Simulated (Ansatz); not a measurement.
The Ansatz input:

```
crystal:
  lattice:
    - [3.8512806267, 0.0, 0.0]
    - [-1.9256403134, 3.3353068599, 0.0]
    - [0.0, 0.0, 22.1661364135]
  atoms:
    - { symbol: Si, position: [0.6666666667, 0.3333333333, 0.3383539585] }
    - { symbol: Si, position: [0.3333333333, 0.6666666667, 0.3744952917] }
    - { symbol: Si, position: [0.3333333333, 0.6666666667, 0.4819293334] }
    - { symbol: Si, position: [0.6666666667, 0.3333333333, 0.5180706666] }
    - { symbol: Si, position: [0.6666666667, 0.3333333333, 0.6255047083] }
    - { symbol: Si, position: [0.3333333333, 0.6666666667, 0.6616460415] }
basis:
  ecutwfc: 420
kpoints:
  mp_grid: { grid: [9, 9, 1] }
hamiltonian:
  xc: pbe
scf:
  occupations: { method: gaussian, width: 0.05 }
output:
  forces: true
  eigenvalues: true
  write_density: true
  write_potential: true
  elf: true
  volumetric_format: npy
relax:
  adjacent_minimum: "off"
  f_tol: 0.02
  max_steps: 60
efield:
  axis: 3
  dipole_correction: true
  ramp_width: 0.04
```

Run as:
```bash
ansatz run input.yaml --threads 1 --pin off --max-ram 2560MiB --backend cpu --events-out ev --progress --plain --runs-dir out
```

What does the potential across the slab give for the work function?

The work function is 4.60 eV, the same on both faces. The two vacuum levels agree, so the slab has no net dipole along its normal. The outermost atoms are 6.9 Å apart, which leaves 15.2 Å of vacuum in a cell 22.2 Å high.

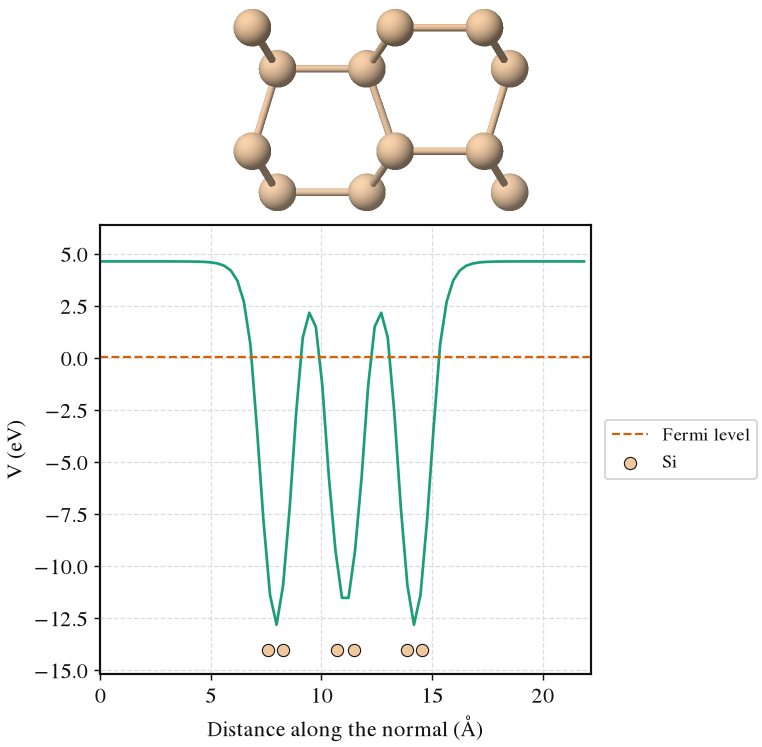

Plane-averaged electrostatic potential energy of an electron across the slab; circles at the bottom mark the heights of the atoms (positions after relaxation). The structure is drawn too.
